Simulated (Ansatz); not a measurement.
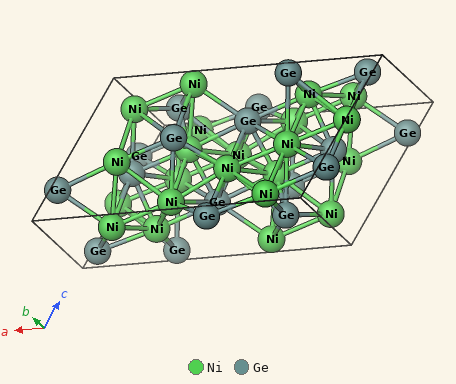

A ball-and-stick rendering, viewed from a general direction. The parallelepiped is the conventional unit cell.

In words:

Its composition is Ni₅Ge₃. It takes space group C2/c (No. 15) on a base-centred monoclinic lattice. The cell comprises 4 formula units: 20 Ni, 12 Ge. With all contacts inside bonding distance counted, the coordination numbers are Ni 11 to 12 (mean 11.6) and Ge 9 to 10 (mean 9.3).

Provenance: a structure listed in the Materials Project. It was relaxed at fixed volume with DFT PBEsol, scalar-relativistic, plane waves, PAW in Ansatz 0.2.0.

At this level of theory the run's own cell isn't at rest (stretched, at -9 GPa), so its distances can differ from those at equilibrium, the more so the softer the solid.
